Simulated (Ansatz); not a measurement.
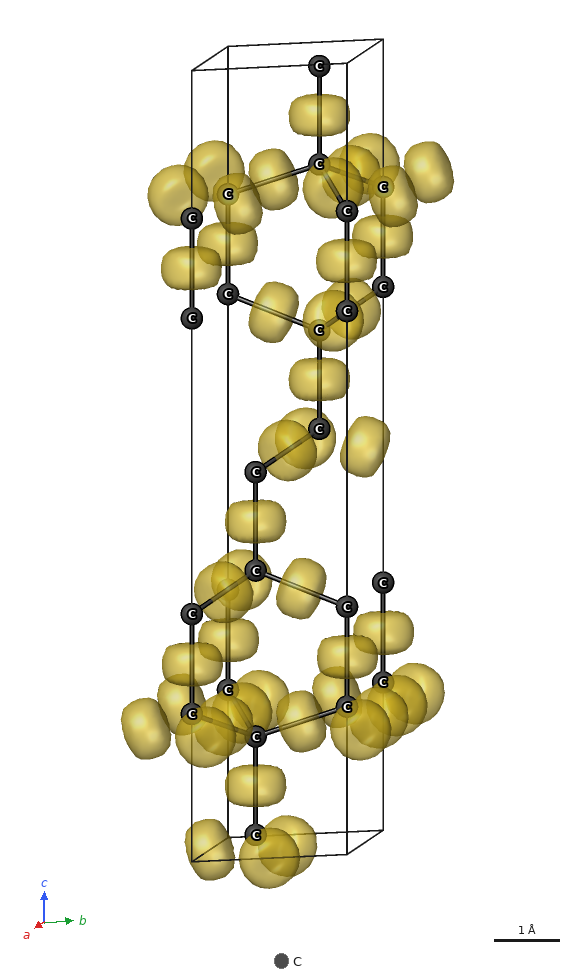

C. Isosurface of the ELF at 0.75 (yellow), seen slightly off an axis. Core shells and regions of very low density are left out. Sticks mark near contacts.

Space group P6₃/mmc.

These are results of Ansatz 0.2.0, Kohn-Sham DFT of a periodic cell, revPBE with D3(BJ), Ansatz PAW, not measurements.

Input file:

```
crystal:
  lattice:
    - [2.5221, 0.0, 0.0]
    - [-1.26105, 2.1842026709, 0.0]
    - [0.0, 0.0, 12.3557]
  atoms:
    - { symbol: C, position: [0.6666666667, 0.3333333333, 0.35417] }
    - { symbol: C, position: [0.3333333333, 0.6666666667, 0.85417] }
    - { symbol: C, position: [0.6666666667, 0.3333333333, 0.14583] }
    - { symbol: C, position: [0.3333333333, 0.6666666667, 0.64583] }
    - { symbol: C, position: [0.6666666667, 0.3333333333, 0.47917] }
    - { symbol: C, position: [0.3333333333, 0.6666666667, 0.97917] }
    - { symbol: C, position: [0.6666666667, 0.3333333333, 0.02083] }
    - { symbol: C, position: [0.3333333333, 0.6666666667, 0.52083] }
    - { symbol: C, position: [0.0, 0.0, 0.8125] }
    - { symbol: C, position: [0.0, 0.0, 0.3125] }
    - { symbol: C, position: [0.0, 0.0, 0.6875] }
    - { symbol: C, position: [0.0, 0.0, 0.1875] }
hamiltonian:
  xc: revpbe
  pseudopotentials: { kind: paw }
  dispersion: d3bj
kpoints:
  mp_grid: { grid: [12, 12, 3] }
scf:
  occupations: { method: fermi_dirac, width: 0.05 }
output:
  forces: true
  stress: true
  eigenvalues: true
  write_density: true
  write_potential: true
  elf: true
  volumetric_format: npy
relax:
  f_tol: 0.01
  max_steps: 40
  cell: { stress_tol: 0.05 }
```

Command:

```sh
ansatz run input.yaml --threads 4 --pin off --max-ram 11264MiB --backend cpu --events-out ev --progress --plain --runs-dir out
```

Below, planes, directions and counts refer to the conventional cell (a = 2.51 Å, b = 2.51 Å, c = 12.37 Å, α = 90.00°, β = 90.00°, γ = 120.00°).

The fields are those of the relaxed geometry.

Q: What do the ELF domains correspond to?

A: The surface consists of 24 regions between bonded C–C atoms (shared pairs), counted in one cell of 12 atoms. Regions shared between cells count once.

Values along the shortest contacts:
C–C (1.54 Å): the ELF peaks at about 0.95 between the atoms, as expected for a shared electron pair.

Q: Does the calculation give a band gap?

A: It is gapped, with a Kohn–Sham gap of 4.5 eV on the k-point mesh, an upper bound to the gap of this method.
